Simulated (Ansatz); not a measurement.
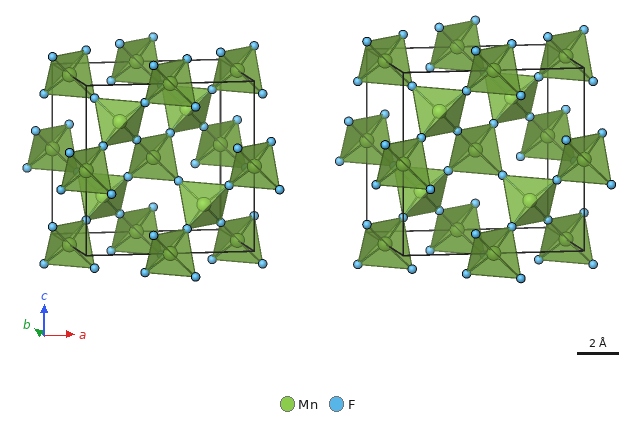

Two geometries of crystalline MnF₂ (a generated structure, set up in Fd-3m) (coarse preliminary run), drawn at one scale. One is the start of a relaxation, the other its converged end. The picture is a polyhedral view of the conventional cell (4 times the calculation's cell), seen slightly off an axis. Lengths and directions refer to the drawn axes.

All numbers below come from Ansatz, DFT PBE, scalar-relativistic, plane waves, PAW. Set-up: plane-wave cutoff 420 eV; k-point mesh 4 × 4 × 4; occupations gaussian; smearing width 0.1 eV; collinear spin; cell and atoms relaxed; force threshold 0.04 eV/Å; at most 70 steps.

Q: Which geometry has the lower energy?

A: The right one is the relaxed one. No atom moves by more than 0.005 Å relative to the cell. Cell: a = b = c 8.521 → 9.172 Å (+7.6 %). Volume +24.7 %. Near-neighbour distances that change, for instance: F–Mn 1.845 → 1.986 Å. The space group stays Fd-3m (No. 227). After 5 accepted moves (7 points after the start) the energy has fallen by 192 meV per atom. Pressure: 11.64 GPa at the start and 0.05 GPa at the end. The SCF was repeated twice at an unchanged geometry on a basis and grid sized afresh for the cell, which shifted the energy by 29.4 meV per atom at most. The run took 96 s on 1 thread of Arm Neoverse V1 (shared host), peak memory 0.45 GiB.
